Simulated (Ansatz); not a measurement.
The calculation's input:

```
crystal:
  lattice:
    - [-3.8109987816, 0.0, 0.0]
    - [-1.9054993908, -3.3004217586, 0.0]
    - [0.0, 0.0, 12.468]
  atoms:
    - { symbol: Zn, position: [0.3333333333, 0.3333333333, 0.0] }
    - { symbol: Zn, position: [0.3333333333, 0.3333333333, 0.5] }
    - { symbol: Zn, position: [0.6666666667, 0.6666666667, 0.25] }
    - { symbol: Zn, position: [0.6666666667, 0.6666666667, 0.75] }
    - { symbol: S, position: [0.3333333333, 0.3333333333, 0.1925] }
    - { symbol: S, position: [0.3333333333, 0.3333333333, 0.6925] }
    - { symbol: S, position: [0.6666666667, 0.6666666667, 0.4425] }
    - { symbol: S, position: [0.6666666667, 0.6666666667, 0.9425] }
basis:
  ecutwfc: 420
kpoints:
  mp_grid: { grid: [8, 8, 3] }
hamiltonian:
  xc: pbe
scf:
  occupations: { method: gaussian, width: 0.05 }
output:
  forces: true
  stress: true
  eigenvalues: true
  write_density: true
  write_potential: true
  elf: true
  volumetric_format: npy
```

Launched as:

```sh
ansatz run input.yaml --threads 2 --pin off --max-ram 5120MiB --backend cpu --events-out ev --progress --plain --runs-dir out
```

Space group P6₃mc; not relaxed (largest force 0.3 eV/Å); computed pressure about 2 GPa in this cell.

Level of theory: Ansatz 0.2.0, DFT PBE, scalar-relativistic, plane waves, PAW.

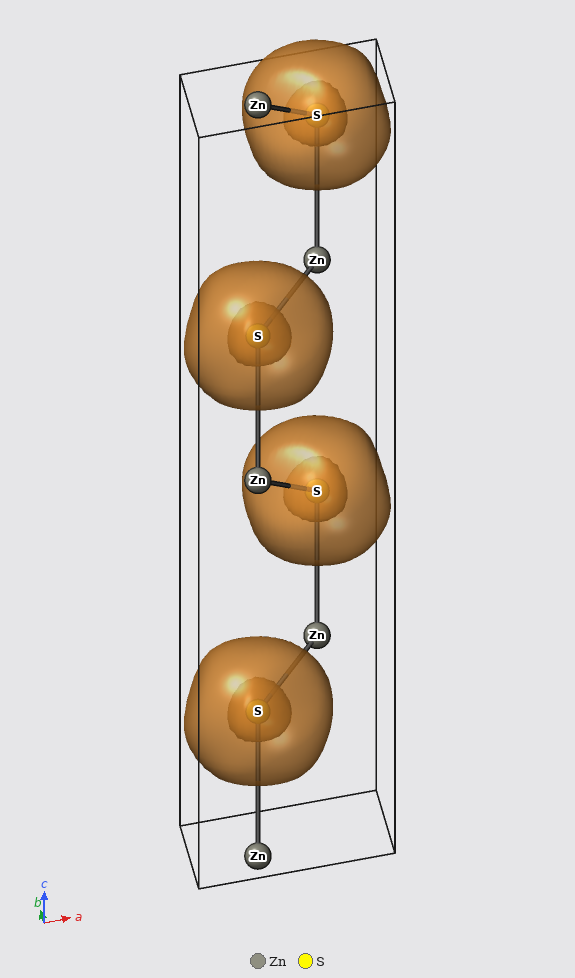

ZnS. Isosurface of the ELF at 0.65 (orange), seen at an oblique angle. Core shells and regions of very low density are left out. Sticks mark near contacts.

### Describe the localisation domains.

At this value the surface marks out four regions wrapped around S (the valence shell of each), counted in one cell of 8 atoms. Regions shared between cells count once. Along the contacts the grid gives the following. Zn–S (2.31 Å): the ELF peaks at about 0.90 in the valence shell of S, 0.8 Å from its nucleus, and is about 0.55 at the midpoint. Zn–S (2.40 Å): the ELF peaks at about 0.90 in the valence shell of S, 0.9 Å from its nucleus, and is about 0.55 at the midpoint.

### Does the calculation make it a metal, or give it a gap?

It is gapped, with a Kohn–Sham gap of 2.2 eV on the k-point mesh (the band edges may lie off the mesh, which would make the gap smaller).
